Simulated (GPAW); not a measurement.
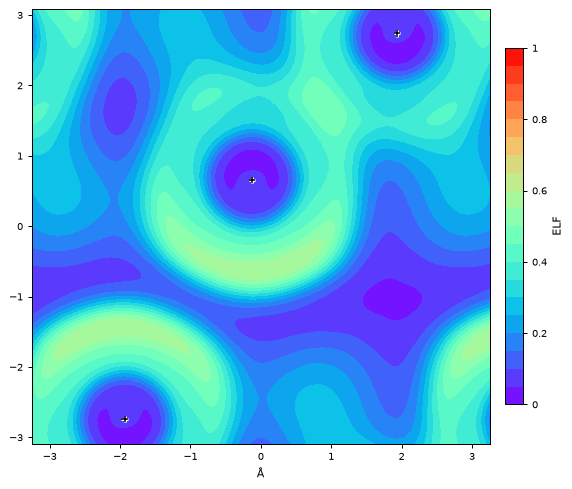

The electron localisation function on a plane through atoms (crosses mark nuclei in the plane).

Theory: Kohn-Sham DFT of a periodic cell, PBE, GPAW PAW data sets (gpaw-data 1.2.1) (GPAW 26.7.0).

Candidates:
A. Cr, a = 2.35 Å, b = 2.54 Å, c = 2.54 Å, α = 110.17°, β = 111.20°, γ = 105.10°. Space group P-1; computed pressure about −8 GPa in this cell; spin-polarised.
B. As, a = 2.58 Å, b = 2.60 Å, c = 3.00 Å, α = 93.49°, β = 103.16°, γ = 101.27°. Space group P-1; a structure from a database of computed crystals, not necessarily the ambient phase; computed pressure about 8 GPa in this cell.
C. Sb, a = 5.81 Å, b = 3.35 Å, c = 5.81 Å, α = 90.00°, β = 109.47°, γ = 90.00°. Space group P-1; a structure from a database of computed crystals, not necessarily the ambient phase; not relaxed (largest force 1.9 eV/Å); computed pressure about 13 GPa in this cell.

### Which system is this?

Candidate C: Sb on the (010) plane of the standardised cell, which holds Sb. Sb–Sb (2.93 Å): the ELF is about 0.50 at the midpoint.
